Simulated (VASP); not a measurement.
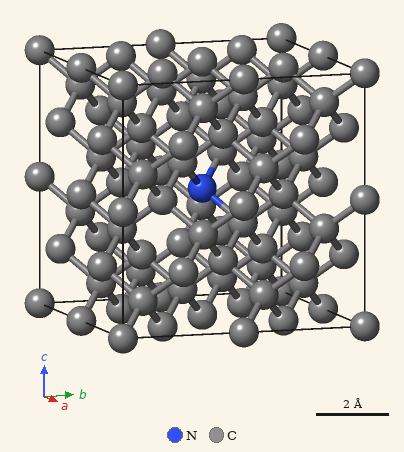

A defect cell of composition C62N, before the relaxation. The picture is a ball-and-stick view of the cell of the calculation (origin shifted), seen slightly off an axis.

The run lets the atoms move in a fixed cell.

Theory: Kohn-Sham DFT of a periodic cell, PBE, VASP PAW PBE potentials, recommended in VASP 6.6.1.

Input
```
ALGO = Normal
EDIFF = 1E-6
EDIFFG = -0.005
ENCUT = 520
GGA = PE
IBRION = 2
ISIF = 2
ISMEAR = 0
ISPIN = 2
LASPH = True
LCHARG = False
LORBIT = 11
LREAL = False
LWAVE = False
MAGMOM = 0.5 0 0 0 0 0 0 0 0 0 0 0 0 0 0 0 0 0 0 0 0 0 0 0 0 0 0 0 0 0 0 0 0 0 0 0 0 0 0 0 0 0 0 0 0 0 0 0 0 0 0 0 0 0 0 0 0 0 0 0 0 0 0
NELECT = 254
NELM = 60
NSW = 60
NUPDOWN = 2
PREC = Accurate
SIGMA = 0.02
```

Command:
```bash
cat potpaw_PBE.64/N/POTCAR potpaw_PBE.64/C/POTCAR > POTCAR
mpirun -np 1 vasp_std > vasp.out
```

Where does the relaxation end?

Answer. After 15 geometry steps the energy has fallen by 0.977 eV per cell of the calculation. The largest force component goes from 1.9 to 0.0037 eV/Å. The N atom moves most: 0.16 Å along [1 1 1]. Largest moves by element: N 0.16 Å, C 0.12 Å. The cell doesn't change. Among the contacts that change: C–N 1.546 → 1.472 Å, C–C 1.546 → 1.494 Å, C–C 1.546 → 1.562 Å, C–C 1.546 → 1.531 Å. Among the angles between lasting bonds that change: C–C–C 109.5° → 113.8°, C–N–C 109.5° → 113.5°, C–C–C 109.5° → 106.0°.

After the run, drawn alike:

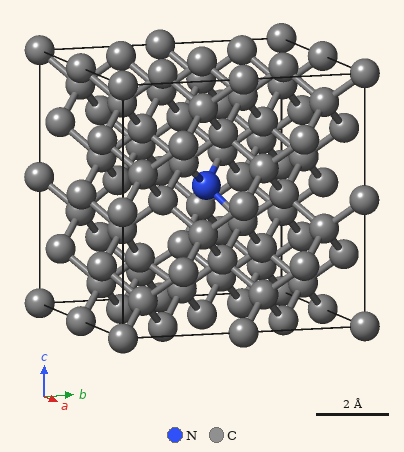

Limits of the set-up: the periodic images lie only 7.1 Å apart, so the values are limited by the cell's size.
